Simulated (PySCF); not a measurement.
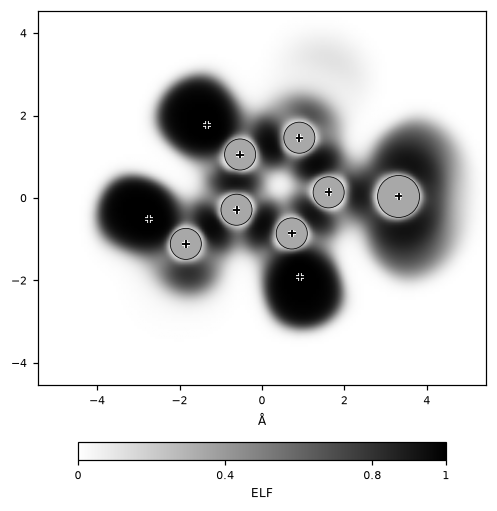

The electron localisation function on a plane through atoms (crosses mark nuclei in the plane; grey discs cover the cores).

Theory: PBE0/def2-SVPD, SCF density, gas phase (PySCF 2.14.0).

Candidates:
A. C4H6 (SMILES C=C1CC1)
B. C6H5Cl3

Q: Which system is this?

A: Candidate B: C6H5Cl3 on the plane of atoms C4, C5 and C7, which holds C, Cl and H. C–C (1.34 Å): the ELF peaks at about 0.90 between the atoms; a short, multiple covalent bond. C–Cl (1.70 Å): the ELF peaks at about 0.90 between the atoms (localised, covalent bonding).
